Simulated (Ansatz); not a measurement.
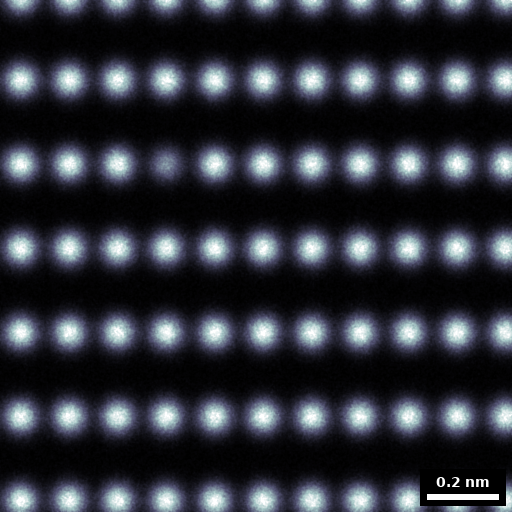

Z-contrast image of Pt (P6_3/mmc, No. 194) along [210]. The image is simulated as a sum over atoms of Z^1.7, blurred by a 0.74 Å probe (no channelling). Shot noise was added.

The sample is 2 repeats (9.6 Å) thick. One point defect was put into the perfect crystal, without relaxing the atoms around it. Brightness is counted from the darkest point of the image. Host structure: the end point of a relaxation with Ansatz, DFT PBE, scalar-relativistic, plane waves, PAW; the starting structure was generated, so it need not be a known form of this composition.

Q: Where is the defect (in Å from the left and the top edge), and what does its contrast suggest?

A: At about 5 Å from the left and 5 Å from the top. The column is dimmer, which points to a vacancy or a lighter atom. The column holds 2 atoms (Pt) through the sample, and one Pt atom is replaced by Ni, so its peak drops to about 60 % of that of its equals.
